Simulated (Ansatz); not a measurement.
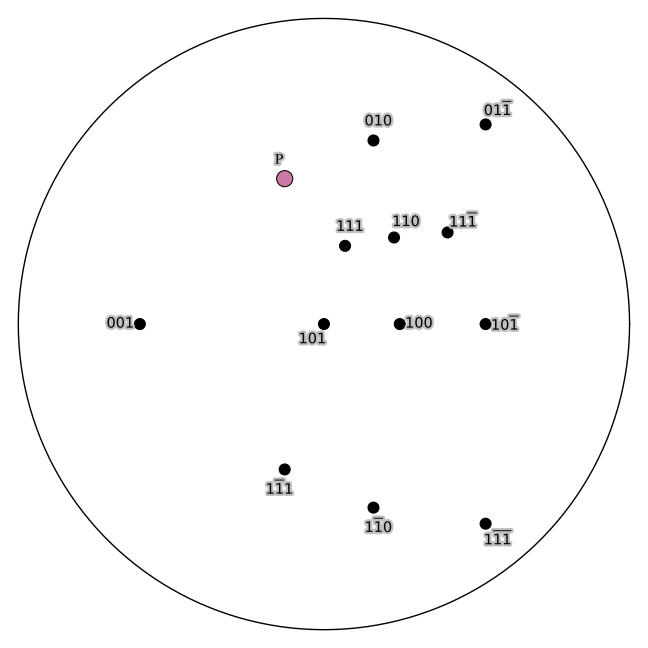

For Cu, the input geometry of an electronic-structure calculation (not necessarily at equilibrium); the starting structure was generated, so it need not be a known form of this composition: stereographic projection of plane normals (upper hemisphere) centred on (1 0 1). Geometry calculated from the standardised cell; symmetry tolerance 0.002 Å.

a = 2.618 Å, b = 2.618 Å, c = 4.287 Å, α = 90.00°, β = 90.00°, γ = 120.00°.

Index the pole marked P.

Answer. P is (0 1 1), in four indices (0 1 −1 1), 52.5° from the centre.

What is the angle between the normals of (1 −1 1) and (1 1 −1), and what are their d_hkl = 1/|g|?

Answer. 97.8°; d = 2.004 Å and 1.252 Å.
